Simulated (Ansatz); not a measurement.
## Electronic structure of SiC$_{3}$ in real space

Input

```
crystal:
  lattice:
    - [2.8158357301, 1.6257235168, 3.3279791258]
    - [-2.8158357301, 1.6257235168, 3.3279791258]
    - [0.0, -3.2514470335, 3.3279791258]
  atoms:
    - { symbol: Si, position: [0.6230388063, 0.6230388063, 0.6230388063] }
    - { symbol: Si, position: [0.3769611937, 0.3769611937, 0.3769611937] }
    - { symbol: C, position: [0.7091980701, 0.1459817851, 0.1459817851] }
    - { symbol: C, position: [0.8540182149, 0.2908019299, 0.8540182149] }
    - { symbol: C, position: [0.1459817851, 0.7091980701, 0.1459817851] }
    - { symbol: C, position: [0.2908019299, 0.8540182149, 0.8540182149] }
    - { symbol: C, position: [0.1459817851, 0.1459817851, 0.7091980701] }
    - { symbol: C, position: [0.8540182149, 0.8540182149, 0.2908019299] }
basis:
  ecutwfc: 420
kpoints:
  mp_grid: { grid: [6, 6, 6] }
  band_path:
    path:
      - [[0.0, 0.0, 0.0], [0.5, 0.5, 0.5], [0.67424405, 0.32575595, 0.5]]
      - [[0.5, -0.32575595, 0.32575595], [0.5, 0.0, 0.0], [0.0, 0.0, 0.0], [0.41287798, -0.41287798, 0.0]]
      - [[0.58712202, 0.0, 0.41287798], [0.5, 0.0, 0.5], [0.0, 0.0, 0.0]]
    npoints: 4
hamiltonian:
  xc: hse06
scf:
  occupations: { method: gaussian, width: 0.02 }
output:
  forces: true
  stress: true
  eigenvalues: true
  populations: true
  dos: { projected: true, de: 0.02 }
  bader: false
  write_density: true
  write_potential: true
  elf: true
  volumetric_format: npy
```

Run with:

```sh
ansatz run input.yaml --threads 1 --pin off --max-ram 2560MiB --backend cpu --events-out ev --progress --plain --runs-dir out
```

Below, planes, directions and counts refer to the conventional cell (a = 5.63 Å, b = 5.63 Å, c = 9.98 Å, α = 90.00°, β = 90.00°, γ = 120.00°).

Space group R-3m; a generated structure, not necessarily the stable one; computed pressure about −4 GPa in this cell.

Level of theory: DFT HSE06, scalar-relativistic, plane waves, PAW in Ansatz.

The density is the valence pseudo-density of a PAW calculation; it isn't the true density close to the nuclei.

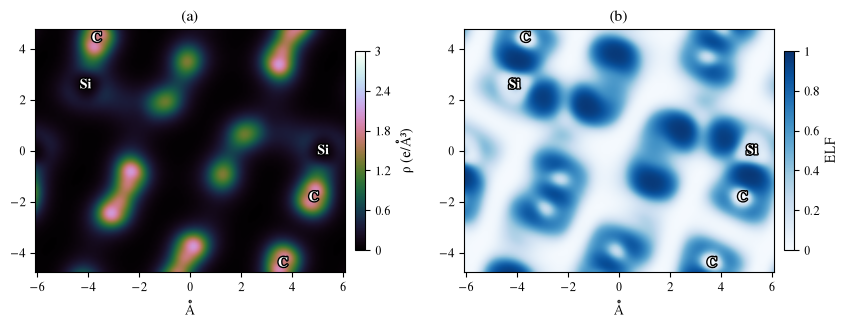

Figure 1. (a) valence pseudo-density; (b) electron localisation function on the (111) plane of the conventional cell.

### Describe what can be read from this map.

The section cuts through Si and C sites.
Atoms just off the plane (Si, 0.8 Å away and C, 0.3 Å away) can leave unmarked features too.
Si–C (1.88 Å): the density is about 0.96 e/Å³ at the midpoint; the ELF peaks at about 0.95 between the atoms, as expected for a shared electron pair.
Between the atoms the lowest density in this plane is 0.02 e/Å³.

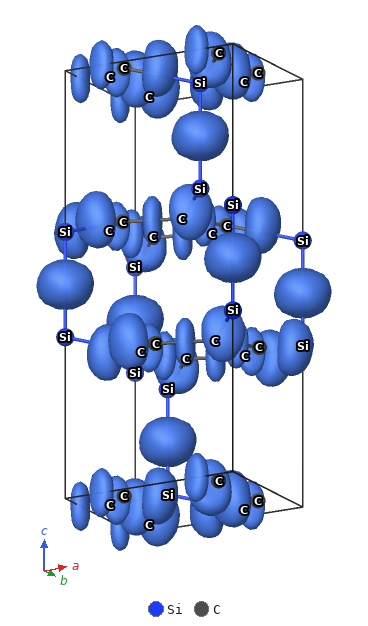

Figure 2. Isosurface of the ELF at 0.85 (blue), seen at an oblique angle. Core shells and regions of very low density are left out. Sticks mark near contacts.

### Describe the localisation domains.

At this value the surface marks out 18 regions between bonded C–C atoms (shared pairs), 18 regions between bonded C–Si atoms (shared pairs) and three regions between bonded Si–Si atoms (shared pairs), counted in one cell of 24 atoms. Regions shared between cells count once. Profiles from the grid: C–C (1.42 Å): the ELF peaks at about 0.95 between the atoms (localised, covalent bonding).

### Does the calculation make it a metal, or give it a gap?

It is gapped, with a Kohn–Sham gap of 1.5 eV on the k-point mesh, an upper bound to the gap of this method.
